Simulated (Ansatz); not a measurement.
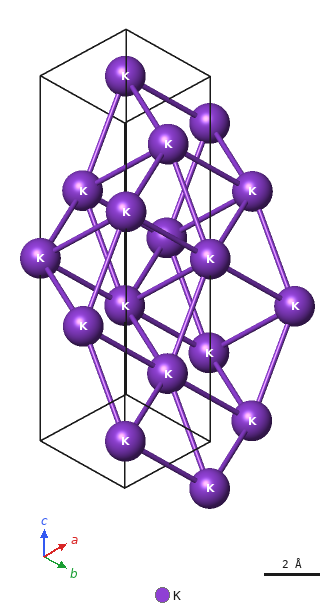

Reference structure: a symmetric starting cell of K. A ball-and-stick model of the conventional cell (2 times the calculation's cell), repeated 1 × 2 × 1 with one cell outlined, seen from a free direction. Lengths and directions refer to the drawn axes.

Computed with Ansatz, DFT PBE, scalar-relativistic, plane waves, PAW. Settings: plane-wave cutoff 420 eV; k-point mesh 14 × 14 × 14; occupations gaussian; smearing width 0.1 eV; no spin polarisation.

Change: The cell is strained by −1.5 % along c and none across it (volume −1.6 %), the atoms keeping their fractional coordinates. No relaxation follows. The starting cell wasn't computed here and needn't be at equilibrium, so pressure and forces aren't due to the change alone.

Predict the response.

Answer. Among the bonded contacts that change: K–K 4.589 → 4.535 Å. The space group stays I4_1/amd (No. 141). The pressure is 0.0 GPa (not all of it need come from the change, since the unchanged cell can be under pressure at this level too). All forces vanish by symmetry.

The changed structure in the same view:

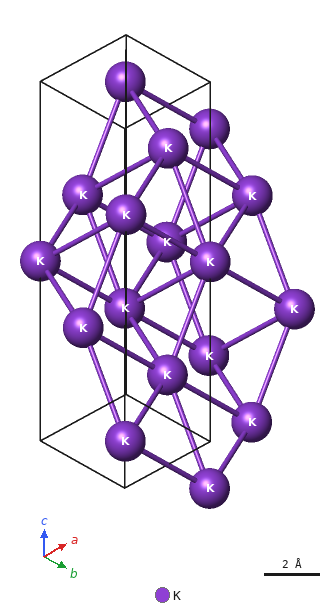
